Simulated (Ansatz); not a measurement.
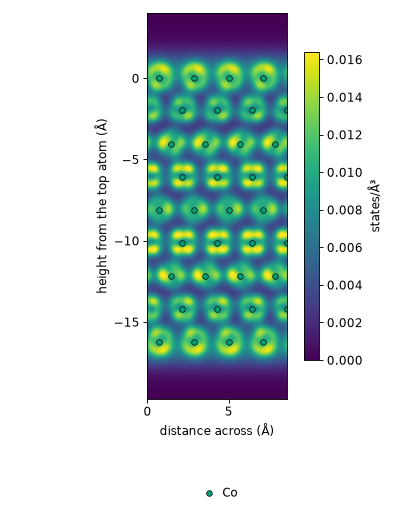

Density of all states between −0.50 and −0.25 eV (zero: the Fermi level) of Co(001) (P6_3/mmc bulk, the cell from a database of computed structures, not from a measurement, 9 atomic planes (those closer than 0.6 Å count as one), 16 Å): side view, averaged along the second cell vector.

The picture shows the smooth PAW orbitals' density alone, which lacks about 60 % of these states' charge, near the nuclei; the shares below count all of it.

Method: DFT PBE, scalar-relativistic, plane waves, PAW in Ansatz. Cutoff 420 eV, 24 × 24 k-points, Gaussian smearing 0.1 eV, dipole correction. The slab is a cut without reconstruction beyond its cell, at the source's lattice constants, with its lower half held fixed and the rest relaxed. This isn't the element's usual hcp form. Collinear spin, net moment 14.9 μB a cell; the stability of this spin state wasn't checked. The run couldn't confirm all of its levels under its output density. The run warns that the functional's potential is rough in the thin density of the vacuum, where the tip is; weak contrasts and barriers may feel it.

Q: How is this energy window spread over the atomic planes?

A: The window holds 2.3 states per cell. Shares by plane (space cut midway between planes), top to bottom: Co 12 %, Co 10 %, Co 10 %, Co 12 %, Co 10 %, Co 12 %, Co 10 %, Co 11 %, Co 12 %; the outer planes' shares include the vacuum, and density in a gap between layers is shared out between the planes on either side. The states spread through the slab.
